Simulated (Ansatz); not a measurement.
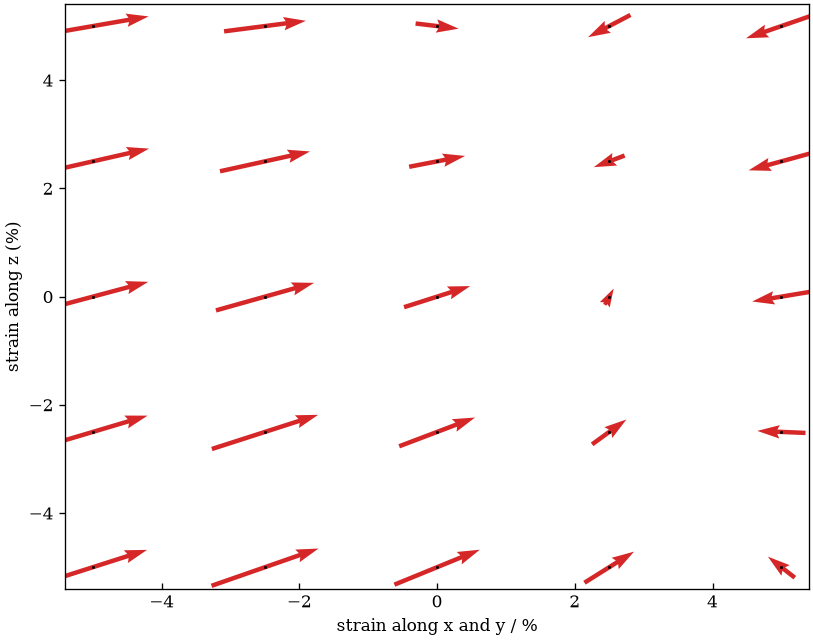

PbO (P4/nmm, No. 129; 4 atoms in the cell). 
- The cell is strained homogeneously, by one strain along x and y and another along z, with fractional coordinates fixed (x along [1 0 0], z along [0 0 1] of the conventional cell).
- First axis: strain along x and y. Second axis: strain along z.
- Grid: 5 × 5 points.
- Points are written as (first, second).
- The reference cell is the one listed in the database, not relaxed at this level.
- All numbers below come from DFT PBE, scalar-relativistic, plane waves, PAW (Ansatz 0.2.0). Settings: cutoff 420 eV, k-mesh 8×8×6 in the order of the run's cell vectors, gaussian smearing 0.05 eV, no spin polarisation.

Drawn: dots at the grid points, arrows along the force (downhill), their lengths compressed.

The arrows alone are given. Where is the energy lowest?

Answer. The arrows converge at about (2.1 %, 1.8 %) (read from the interpolated surface).

The energy map of the same scan:

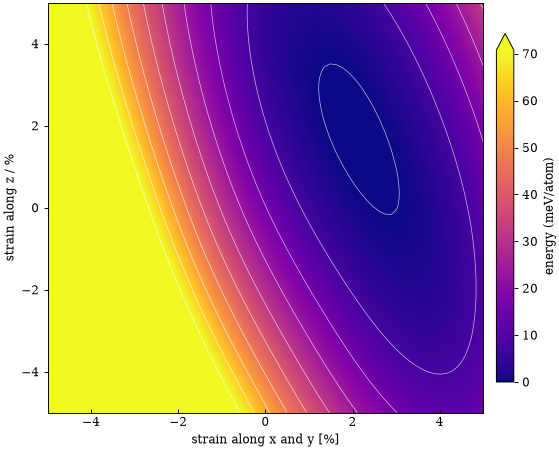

Energies are in meV/atom, from the lowest grid point; between grid points the surface is interpolated.
